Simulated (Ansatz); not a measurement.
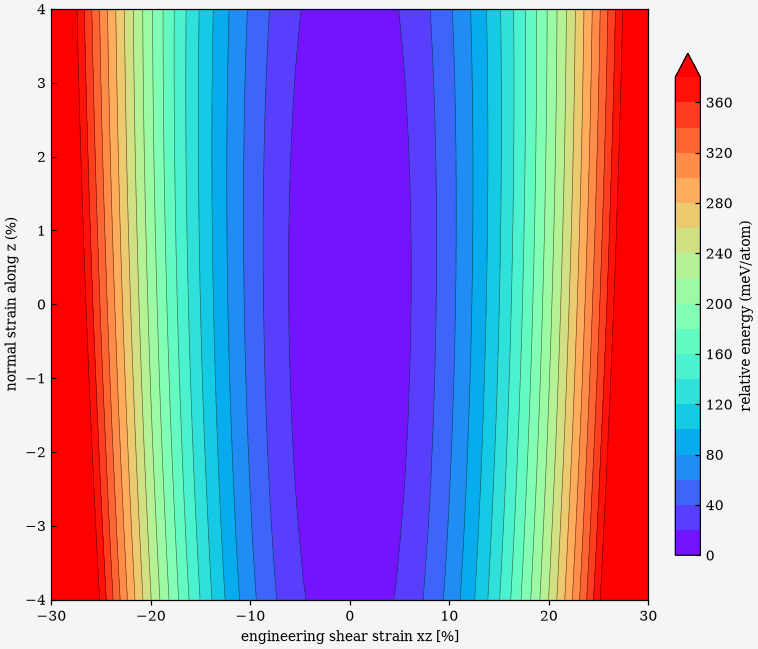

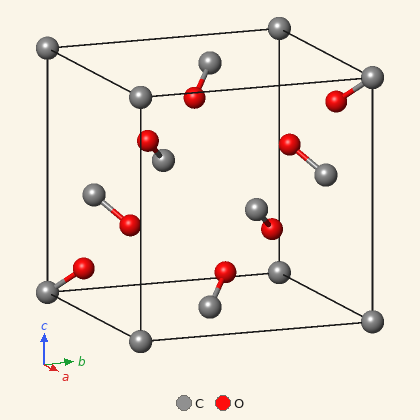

Energy landscape of CO2 (Pa-3, No. 205; 12 atoms in the cell). The energy is mapped over two homogeneous strains (x, y and z along the cube axes). The first coordinate is: engineering shear strain xz; the second: normal strain along z. Nothing is relaxed (fractional coordinates fixed). The grid has 9 × 9 points; 45 points were computed and 36 follow by symmetry. Points are written as (first, second). All energies are given in meV/atom relative to the lowest grid point. All numbers below come from DFT PBE, scalar-relativistic, plane waves, PAW in Ansatz. Settings: cutoff 520 eV, k-mesh 4×4×4, gaussian smearing 0.05 eV, no spin polarisation.

In the figure: filled contours, one colour for all values above the top of the scale. Between grid points the surface is interpolated. The second picture is the structure at the lowest point

Question: Where are the wells?

Answer: The lowest grid point is at (0.0 %, 0 %). The highest grid point, (−30.0 %, −4 %), lies 539 meV/atom above the lowest. The gap on the k-mesh is 6.6 eV at the lowest point and runs from 6.0 to 6.7 eV over the map.

Each point was launched as `ansatz run input.yaml --threads 2 --pin off --max-ram 4096MiB --backend cpu --events-out ev --progress --plain --runs-dir out`. The whole map (45 points run) took 3.6 min on 2 threads of Intel(R) Xeon(R) 6975P-C (Granite Rapids), with other jobs on the host.
